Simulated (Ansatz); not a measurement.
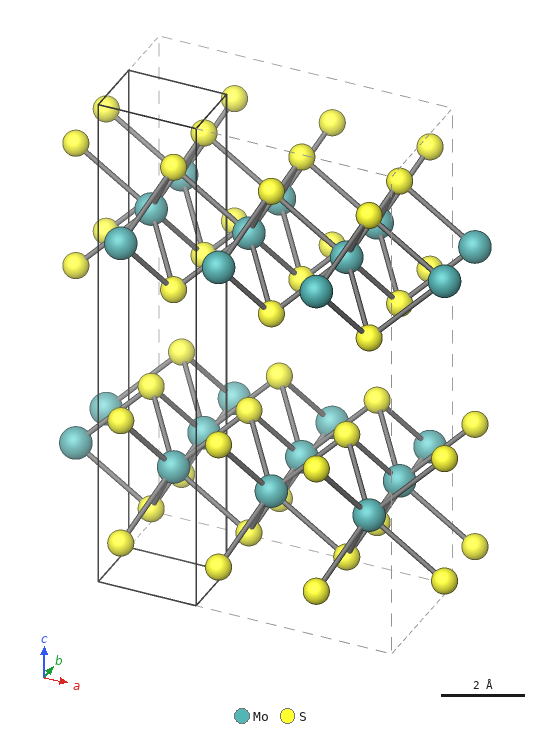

Drawn in the ball-and-stick manner and seen slightly off an axis. The solid frame is a single conventional unit cell within a 3×2×1 block. Every bond is drawn to its end, so some atoms lie outside the box. Cell: a = 3.244 Å, b = 3.244 Å, c = 11.971 Å, α = 90.00°, β = 90.00°, γ = 120.00°.

Description:

The material is MoS2. Its lattice is primitive hexagonal, its space group P6_3/mmc (No. 194). The arrangement is known as 2H molybdenite (MoS₂) type. Content of the cell: 2 Mo, 4 S (Z = 2). Mo bonds to six S in a trigonal prismatic arrangement at about 2.4 Å. Each S has three Mo in a trigonal pyramidal arrangement at about 2.4 Å. Not all metal-metal contacts are counted. The bonds build MoS2 layers parallel to (001).

The structure was taken from a structure listed in the Materials Project. The cell was then strained or its atoms displaced on purpose. A calculation with Ansatz used it as input.

At this level of theory the cell isn't at rest (stretched, at -5 GPa), so its distances can differ from those at equilibrium, the more so the softer the solid.
